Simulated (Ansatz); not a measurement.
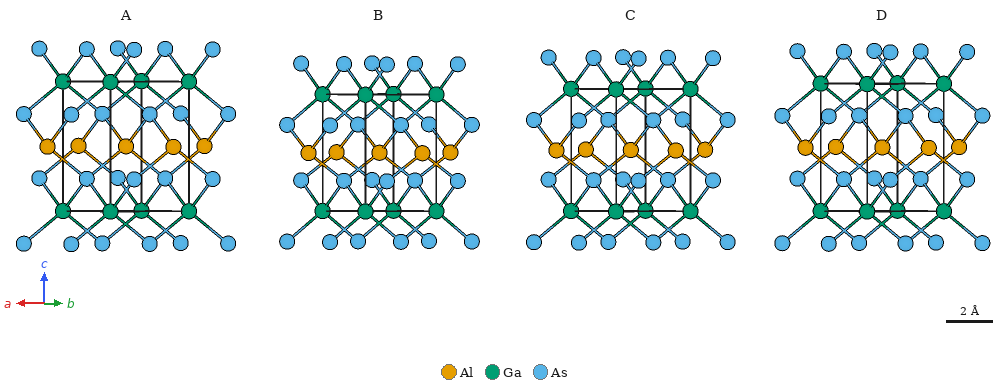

4 geometries from one relaxation of a crystal of AlGaAs2 (a generated structure, set up in P-4m2) (coarse preliminary run), in shuffled order. A ball-and-stick model of the cell of the calculation, seen from a free direction.

Case: N → As on all its sites, cell and atoms relaxed.

Method: DFT r2SCAN, scalar-relativistic, plane waves, PAW in Ansatz. Set-up: plane-wave cutoff 500 eV; k-point mesh 6 × 6 × 4; occupations gaussian; smearing width 0.1 eV; no spin polarisation; cell and atoms relaxed; force threshold 0.05 eV/Å; at most 60 steps.

Q: Order the frames from highest to lowest energy.

A: B, C, D, A. They are steps 0, 1, 2, 5, at +2.590 eV per cell of the calculation, +0.667 eV per cell of the calculation, +81.6 meV per cell of the calculation relative to the last. The largest moves relative to the cell, 0.058 Å, are those of As atoms. Al and Ga stay in place. Cell: a = b 3.626 → 4.014 Å (+10.7 %), c 5.110 → 5.673 Å (+11.0 %). Volume +36.0 %. Near-neighbour distances that change, for instance: Al–As 2.186 → 2.455 Å, As–Ga 2.251 → 2.460 Å. Among the angles between lasting bonds that change: As–Al–As 112.1° → 109.7°, Al–As–Al 112.1° → 109.7°, Ga–As–Ga 107.3° → 109.3°. The space group stays P-4m2 (No. 115). Over 4 accepted moves (5 points after the start) the energy falls by 2.590 eV per cell of the calculation. The largest force component goes from 1.3 to 0.0073 eV/Å. Pressure: 43.84 GPa at the start and −0.08 GPa at the end. The SCF was repeated once at an unchanged geometry on a basis and grid sized afresh for the cell, which shifted the energy by 6.7 meV per cell of the calculation at most.
